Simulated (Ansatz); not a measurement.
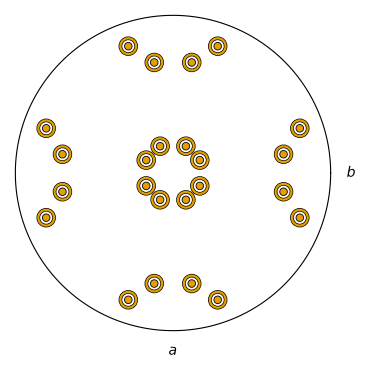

Stereographic projection: filled dots lie in the upper hemisphere, open rings in the lower. The c axis points at the viewer. The poles are all faces of one general form. Computed from the symmetry operations of a computed or model structure of composition Al, which need not be its known form.

Identify the point group and its elements.

m-3m (Oh), order 48, cubic system: three fourfold axes, four threefold axes, six twofold axes, nine mirror planes, an inversion centre.

Which physical properties does it allow?

It is centrosymmetric, so neither piezoelectric nor pyroelectric; it is not chiral.
